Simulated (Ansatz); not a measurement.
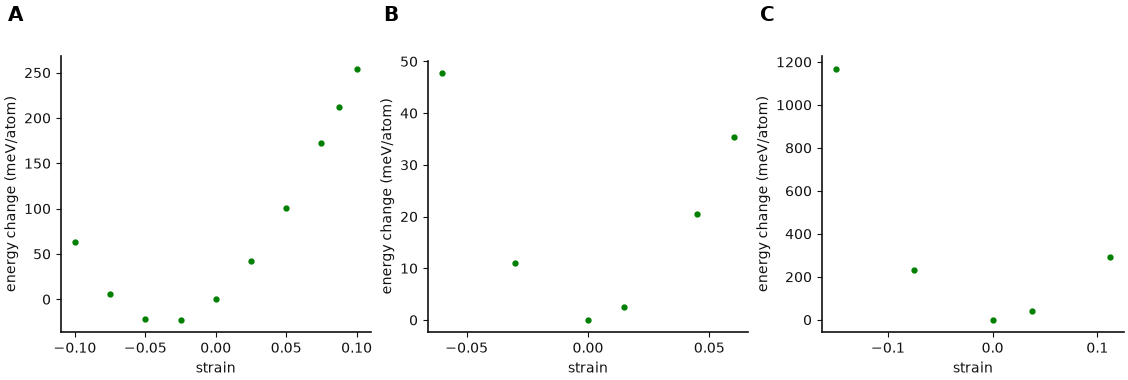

Each panel shows the energy change against strain for one of these solids: Cr, Im-3m (No. 229), 12.0 Å³/atom, strain pattern [1, 0, 0, 0, 0, 0]; TiSi, Cmmm (No. 65), 14.1 Å³/atom, strain pattern [1, 1, 0, 0, 0, 0]; TiSi₂, Cmcm (No. 63), 13.9 Å³/atom, strain pattern [0, 1, 0, 0, 0, 0].

How it was computed, with Ansatz 0.2.0: homogeneous strain of a crystal along one Voigt pattern with engineering shear, fractional coordinates fixed, by plane-wave density functional theory with PAW datasets, free energies less that of the undisturbed cell, pressure positive in compression; scalar-relativistic. Level: PBEsol, no spin polarisation.

**Match the panels to the solids.**

A is Cr (energy change from −23 meV/atom to 254 meV/atom); B is TiSi₂ (energy change from 0.00 meV/atom to 47.76 meV/atom); C is TiSi (energy change from 0 meV/atom to 1168 meV/atom).

For Cr, limits of the calculation: no spin polarisation, a magnetic state may lie lower; reference crystal is not relaxed.
